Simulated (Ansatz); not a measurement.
```
Si O
1.0
     5.02004    0.00000   -5.50947
    -2.51002   -4.34748   -5.50947
    -2.51002    4.34748   -5.50947
Si O
9 19
Direct
  0.52462 0.96727 0.51410
  0.17785 0.64060 0.17560
  0.83320 0.34227 0.85736
  0.96773 0.94489 0.42950
  0.59819 0.61408 0.11178
  0.29114 0.27230 0.77674
  0.86660 0.39307 0.40926
  0.56767 0.04847 0.05863
  0.23484 0.71011 0.72396
  0.42186 0.15401 0.61056
  0.09522 0.84278 0.24967
  0.76396 0.55141 0.92023
  0.69777 0.21896 0.03597
  0.43400 0.78388 0.65735
  0.05375 0.48670 0.32695
  0.38702 0.20887 0.95954
  0.08291 0.86595 0.60106
  0.69528 0.53283 0.30103
  0.79191 0.37571 0.64343
  0.48722 0.02165 0.30118
  0.14928 0.68658 0.95703
  0.93615 0.18063 0.35834
  0.50118 0.84415 0.06271
  0.28278 0.50253 0.67039
  0.75638 0.89327 0.50943
  0.40347 0.52752 0.17879
  0.06670 0.24867 0.84290
  0.78182 0.95418 0.92735
```

The SCF solution may not be the lowest one; the program warned that a starting moment wasn't kept; spin-polarised.

These are results of DFT PBE, scalar-relativistic, plane waves, PAW (Ansatz 0.2.0), not measurements.

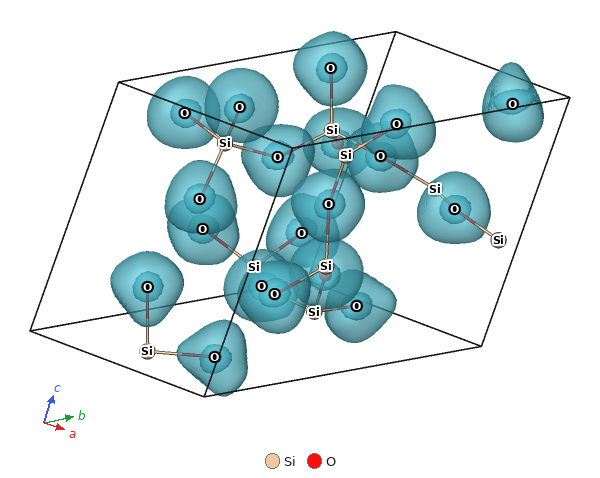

Si9O19 (cell charge −1, with a compensating background) (cell with a defect). Isosurface of the ELF at 0.7 (cyan), seen at an oblique angle. Core shells and regions of very low density are left out. Sticks mark near contacts.

Identify the bonds, lone pairs and shells in this picture.

At this value the surface marks out 19 regions on O in which the atom's valence shell and bonds are merged, counted in one cell of 28 atoms. Regions shared between cells count once. Along the contacts the grid gives the following. Si–O (1.60 Å): the ELF peaks at about 0.85 between the atoms; a polar covalent bond. Si–O (1.64 Å): the ELF peaks at about 0.85 between the atoms, as expected for a shared but strongly polarised pair.

How are the moments arranged in this solution?

With much of the spin spread outside that site; site moments O: −0.6 μB in one cell of 28 atoms, with smaller moments on other sites: O (up to −0.14 μB).
